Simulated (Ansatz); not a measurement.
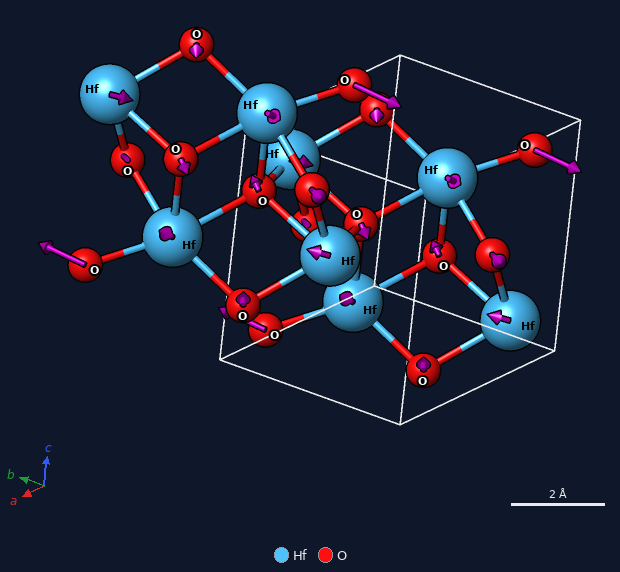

A relaxation of crystalline HfO$_{2}$ (set up in P2_1/c). The starting structure is drawn; purple arrows show the displacements, magnified 50 times.

A ball-and-stick model of the cell of the calculation, repeated 1 × 2 × 1 with one cell outlined, seen from a free direction.

All numbers below come from Ansatz 0.2.0, DFT r2SCAN, scalar-relativistic, plane waves, PAW.

Input
```yaml
crystal:
  lattice:
    - [5.118, 0.0, 0.0]
    - [0.0, 5.1857, 0.0]
    - [-0.8586630598, 0.0, 5.2138671406]
  atoms:
    - { symbol: Hf, position: [0.2755, 0.0397, 0.208] }
    - { symbol: Hf, position: [0.7245, 0.5397, 0.292] }
    - { symbol: Hf, position: [0.7245, 0.9603, 0.792] }
    - { symbol: Hf, position: [0.2755, 0.4603, 0.708] }
    - { symbol: O, position: [0.4487, 0.7581, 0.4801] }
    - { symbol: O, position: [0.5513, 0.2581, 0.0199] }
    - { symbol: O, position: [0.5513, 0.2419, 0.5199] }
    - { symbol: O, position: [0.4487, 0.7419, 0.9801] }
    - { symbol: O, position: [0.0742, 0.3316, 0.3467] }
    - { symbol: O, position: [0.9258, 0.8316, 0.1533] }
    - { symbol: O, position: [0.9258, 0.6684, 0.6533] }
    - { symbol: O, position: [0.0742, 0.1684, 0.8467] }
basis:
  ecutwfc: 500
kpoints:
  mp_grid: { grid: [6, 6, 6] }
hamiltonian:
  xc: r2scan
scf:
  occupations: { method: gaussian, width: 0.02 }
output:
  forces: true
  stress: true
  eigenvalues: true
  write_density: true
  write_potential: true
  elf: true
  volumetric_format: npy
relax:
  adjacent_minimum: "off"
  f_tol: 0.005
  max_steps: 80
  cell: { stress_tol: 0.05 }
```

Run as
```bash
ansatz run input.yaml --threads 4 --pin off --max-ram 10240MiB --backend cpu --events-out ev --progress --plain --runs-dir out
```

Q: Describe the change and its energy.

A: The largest moves relative to the cell, 0.026 Å, are those of O9, O10, O11 and O12. O12 goes roughly along [−2 −1 −1]. By element the largest moves are O 0.026 Å, Hf 0.012 Å. The drawn cell changes at constant volume: a 5.118 → 5.114 Å (−0.1 %), b 5.186 → 5.182 Å (−0.1 %), c 5.284 → 5.295 Å (+0.2 %), β 99.4° → 99.5°. Among the contacts that change: Hf1–O10 2.070 → 2.053 Å, Hf1–O12 2.124 → 2.140 Å, Hf1–Hf4 3.426 → 3.415 Å, Hf1–O6 2.172 → 2.163 Å. The space group stays P2_1/c (No. 14). After 5 accepted moves (6 points after the start) the energy has fallen by 2.2 meV per atom. Largest force component: 0.4 eV/Å at the start, 0.0017 eV/Å at the end. The pressure goes from 0.33 to −0.02 GPa. The SCF was repeated once at an unchanged geometry on a basis and grid sized afresh for the cell, which shifted the energy by less than 0.05 meV per atom at most. The run took 3.5 min on 4 threads of Oxide Virtual Turin-like Processor (Zen 5) (shared host), peak memory 1.5 GiB.
